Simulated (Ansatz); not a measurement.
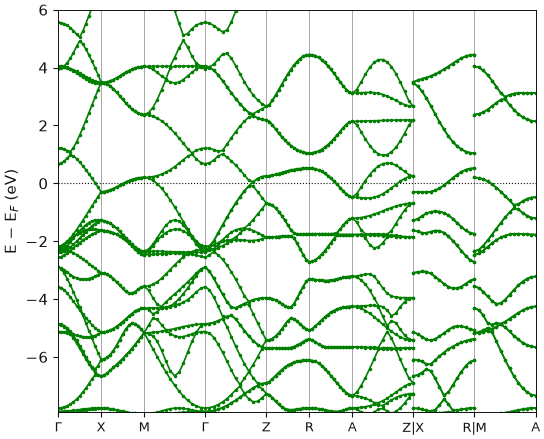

Band structure. Energies are counted from the Fermi level.

Which of these calculations gave it?
A. IrO$_{2}$, space group P4_2/mnm (No. 136), 6 atoms in the cell; PBEsol
B. Ta, space group Fm-3m, 1 atom in the cell; PBEsol
C. MoSe$_{2}$, space group P6_3/mmc, 6 atoms in the cell; PBE+D3(BJ)

Answer. A. A metal: 2 bands cross the Fermi level along this path. Bands cross the Fermi level on Γ–X, X–M, M–Γ, Γ–Z, R–A, A–Z, X–R and M–A, and not on Z–R. At R the nearest levels lie 1.74 eV below and 0.52 eV above the Fermi level. A primitive tetragonal lattice: the path Γ–X–M–Γ–Z–R–A–Z|X–R|M–A runs through the special points of its Brillouin zone.

Level of theory: DFT PBEsol, scalar-relativistic, plane waves, PAW, no spin polarisation, 8×8×12 k mesh, 420 eV cutoff, Gaussian smearing of 0.1 eV; code Ansatz 0.2.0.

The cell is at −9 GPa in this functional. Spin-orbit coupling is left out, which matters for Ir.
